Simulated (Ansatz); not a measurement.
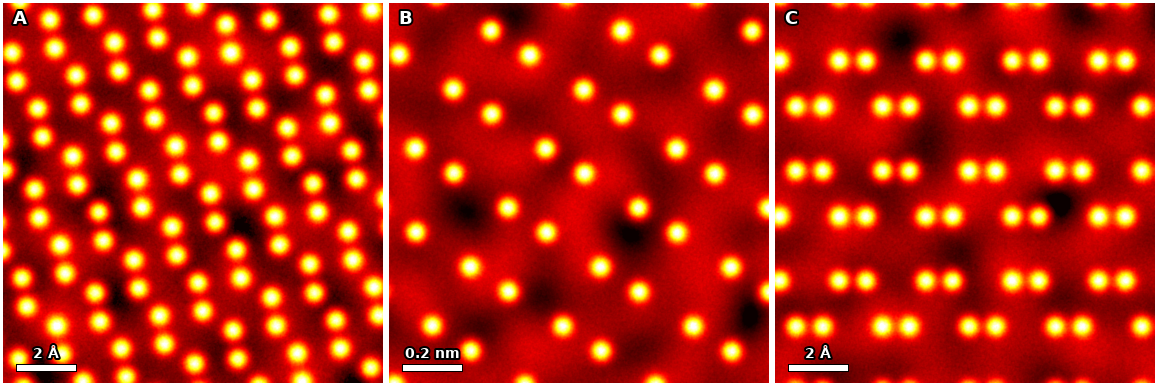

Three views of Si (Cmce, No. 64) along different zone axes. The image is simulated as a sum over atoms of Z^1.7, blurred by a 0.50 Å probe (no channelling). The probe carries 15 % of its weight in a tail 2.5 times as wide. The display is stretched by a gamma of 0.65; percentages refer to the linear signal. Shot noise and the speckle of an amorphous layer were added. Atomic positions: the end point of a relaxation with DFT, PAW plane waves, pbe in Ansatz; the starting structure was generated, so it need not be a known form of this composition.

```cif
data_structure
_symmetry_space_group_name_H-M 'Cmce'
_symmetry_Int_Tables_number 64
_cell_length_a 4.7985
_cell_length_b 7.5271
_cell_length_c 3.7572
_cell_angle_alpha 90.000
_cell_angle_beta 90.000
_cell_angle_gamma 90.000
_cell_volume 135.71
loop_
_atom_site_label
_atom_site_type_symbol
_atom_site_symmetry_multiplicity
_atom_site_Wyckoff_symbol
_atom_site_fract_x
_atom_site_fract_y
_atom_site_fract_z
_atom_site_occupancy
Si1 Si 8 f 0.50000 0.64598 0.15491 1
```

> Match the panels to the zone axes [001], [101] and [111].

A is [111]: projected cell 1.73 × 4.11 Å, 100°, plane group p2. B is [001]: projected cell 2.40 × 3.76 Å, 90°, plane group p2mm. C is [101]: projected cell 2.96 × 4.04 Å, 111°, plane group c2mm.
